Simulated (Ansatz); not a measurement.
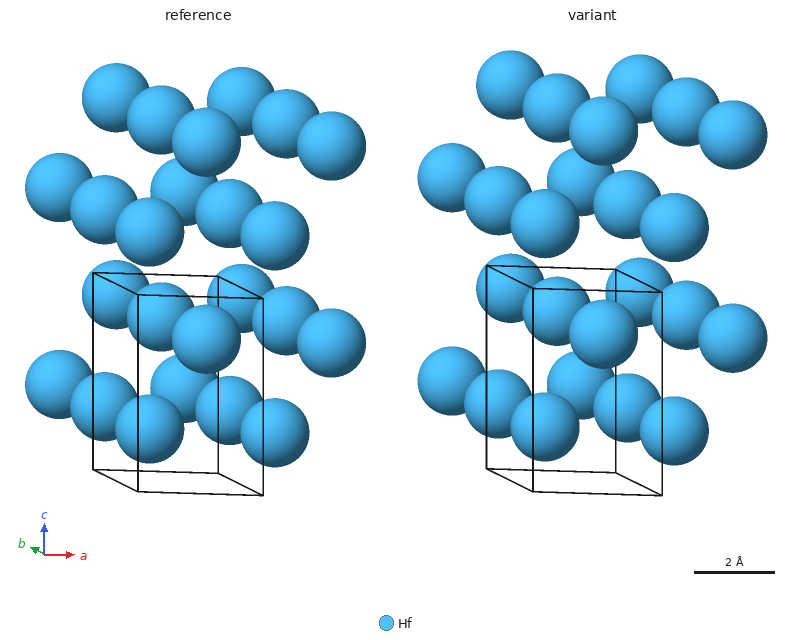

Left: crystalline Hf (set up in P6_3/mmc). Right: the same structure after one change, at the same scale. The picture is a spheres-only view of the cell of the calculation, repeated 2 × 3 × 2 with one cell outlined, seen slightly off an axis.

These are results of Ansatz 0.2.0, DFT PBE, scalar-relativistic, plane waves, PAW, not measurements. (plane-wave cutoff 420 eV; k-point mesh 15 × 15 × 8; occupations gaussian; smearing width 0.1 eV; no spin polarisation)

**Which change leads from the left to the right?**

The volume is changed by +10.0 %. The atoms are relaxed in that cell.

**And its effect?**

It costs 65.8 meV per atom. Pressure: 0.0 GPa before, −8.7 GPa after. The drawn cell changes as follows: a = b 3.205 → 3.308 Å (+3.2 %), c 5.068 → 5.231 Å (+3.2 %); the volume changes by +10.0 %. The atoms keep their places relative to the cell (all moves are under 0.005 Å). Among the bonded contacts that change: Hf–Hf 3.205 → 3.308 Å, Hf–Hf 3.138 → 3.239 Å. The space group stays P6_3/mmc (No. 194).
